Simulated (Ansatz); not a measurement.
Given this structure, the geometry relaxed with DFT PBE, scalar-relativistic, plane waves, PAW (Ansatz); the starting structure was generated, so it need not be a known form of this composition, written in its standard cell:

Space group R-3c:H (No. 167). a = 7.538 Å, b = 7.538 Å, c = 8.307 Å, α = 90.00°, β = 90.00°, γ = 120.00°
```json
{"atom": "Al", "site": "6b", "symmetry": "-3.", "x": "0.0000", "y": "0.0000", "z": "0.0000"}
{"atom": "Al", "site": "18e", "symmetry": ".2", "x": "0.3333", "y": "0.3926", "z": "0.4167"}
```

Question: What does the kinematic electron diffraction pattern along [001] look like at 200 kV (B = 0.8 Å²)?

Answer: The spots form a hexagonal net with both shortest vectors at d = 3.77 Å, 60.0° apart. They are 1 1 0 and -1 2 0. The pattern has symmetry 6mm. The lattice centring (R) removes all reflections that break −h + k + l = 3n; reflections such as 2 -4 0, 2 2 0, 4 -2 0 are allowed but too weak to see at this display level.

Strongest reflections with d > 1.16 Å, one of each family (|F|² from tabulated Gaussian fits of the electron scattering factors, times a small damping for the curvature of the Ewald sphere):

```csv
hkl,d (Å),I (strongest = 100)
3 0 0,2.176,100
6 -3 0,1.256,4
5 -1 0,1.425,3
2 -1 0,3.769,3
```

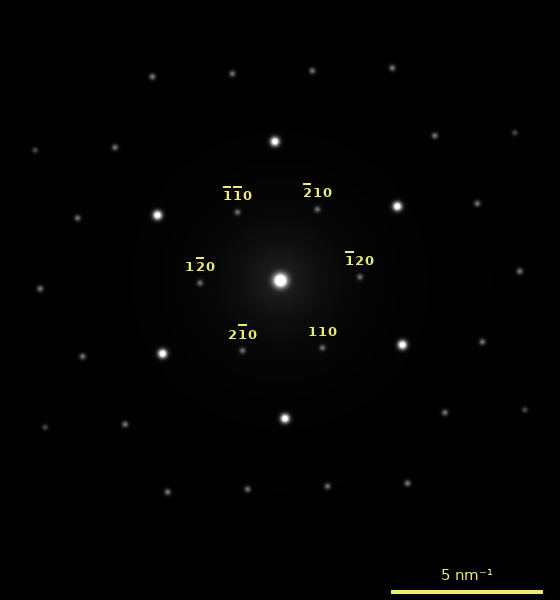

Calculated pattern, seen from the source side with [001] pointing towards the source.
